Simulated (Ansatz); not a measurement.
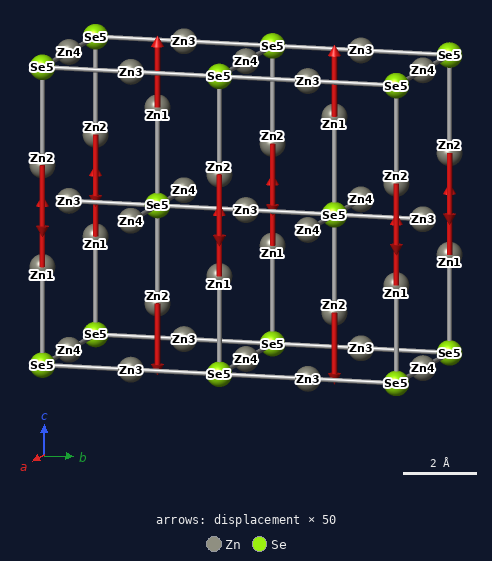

This is a relaxation of crystalline Zn₄Se (a generated structure, set up in I4/mmm). The starting structure is drawn; red arrows show the displacements (the part carried along by the change of the cell is left out), 50 times their true length.

A ball-and-stick model of the conventional cell (2 times the calculation's cell), repeated 1 × 2 × 1 with one cell outlined, seen slightly off an axis. Lengths and directions refer to the drawn axes.

Computed with Ansatz 0.2.0, DFT PBE, scalar-relativistic, plane waves, PAW.

Input
```yaml
crystal:
  lattice:
    - [-2.538488836, 2.538488836, 4.1536019833]
    - [2.538488836, -2.538488836, 4.1536019833]
    - [2.538488836, 2.538488836, -4.1536019833]
  atoms:
    - { symbol: Zn, position: [0.3297140984, 0.3297140984, 0.0] }
    - { symbol: Zn, position: [0.6702859016, 0.6702859016, 0.0] }
    - { symbol: Zn, position: [0.5, 0.0, 0.5] }
    - { symbol: Zn, position: [0.0, 0.5, 0.5] }
    - { symbol: Se, position: [0.0, 0.0, 0.0] }
basis:
  ecutwfc: 420
kpoints:
  mp_grid: { grid: [10, 10, 10] }
hamiltonian:
  xc: pbe
scf:
  occupations: { method: gaussian, width: 0.1 }
output:
  forces: true
  stress: true
  eigenvalues: true
relax:
  adjacent_minimum: "off"
  f_tol: 0.01
  max_steps: 80
  cell: { stress_tol: 0.05 }
```

Run as
```bash
ansatz run input.yaml --threads 1 --pin off --max-ram 2560MiB --backend cpu --events-out ev --progress --plain --runs-dir out
```

### What happened in the run?

The largest moves relative to the cell, 0.040 Å, are those of Zn1 and Zn2. Zn1 goes along +c. Se stays in place. The volume changes by −2.6 %, with a = b 5.077 → 5.190 Å (+2.2 %), c 8.307 → 7.741 Å (−6.8 %). Some distances before and after: Zn1–Se5 2.739 → 2.592 Å, Zn3–Se5 2.538 → 2.595 Å. The space group stays I4/mmm (No. 139). Over 6 accepted moves (8 points after the start) the energy falls by 7.6 meV per atom. The largest force component goes from 0.0028 to 0.0047 eV/Å. The pressure goes from −0.01 to 0.01 GPa. The line search rejected the trial step at point 4 of the run. The SCF was repeated once at an unchanged geometry on a basis and grid sized afresh for the cell, which shifted the energy by 0.2 meV per atom at most.
